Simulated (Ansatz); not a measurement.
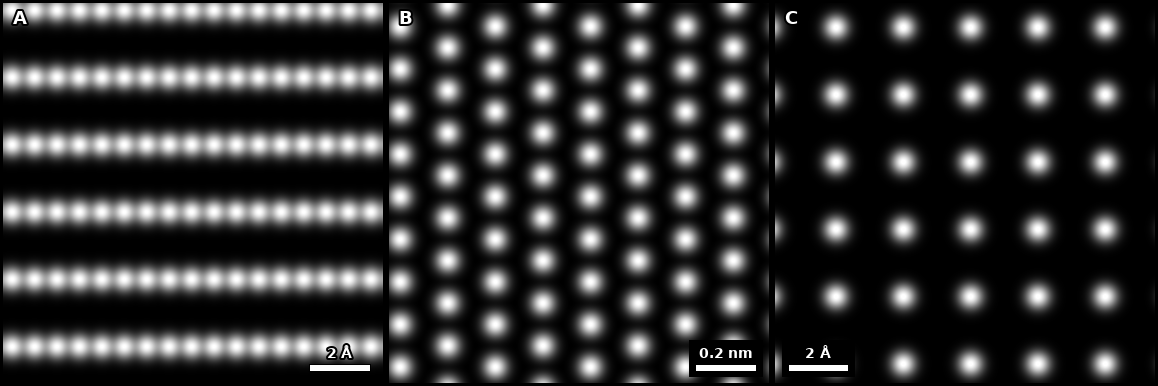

Three views of Ti (Im-3m, No. 229) along different zone axes. Simulation: incoherent imaging, intensity Z^1.8 per atom, probe width 0.55 Å, thin sample. The display is stretched by a gamma of 0.65; percentages refer to the linear signal. Structure used: the geometry given to an electronic-structure calculation, possibly off equilibrium; the starting structure was generated, so it need not be a known form of this composition.

```cif
data_structure
_symmetry_space_group_name_H-M 'Im-3m'
_symmetry_Int_Tables_number 229
_cell_length_a 3.2558
_cell_length_b 3.2558
_cell_length_c 3.2558
_cell_angle_alpha 90.000
_cell_angle_beta 90.000
_cell_angle_gamma 90.000
_cell_volume 34.51
loop_
_atom_site_label
_atom_site_type_symbol
_atom_site_symmetry_multiplicity
_atom_site_Wyckoff_symbol
_atom_site_fract_x
_atom_site_fract_y
_atom_site_fract_z
_atom_site_occupancy
Ti1 Ti 2 a 0.00000 0.00000 0.00000 1
```

### Match the panels to the zone axes [001], [210] and [221].

A is [221]: projected cell 0.77 × 2.30 Å, 90°, plane group p2mm. B is [210]: projected cell 1.46 × 1.78 Å, 114°, plane group c2mm. C is [001]: projected cell 2.30 × 2.30 Å, 90°, plane group p4mm.
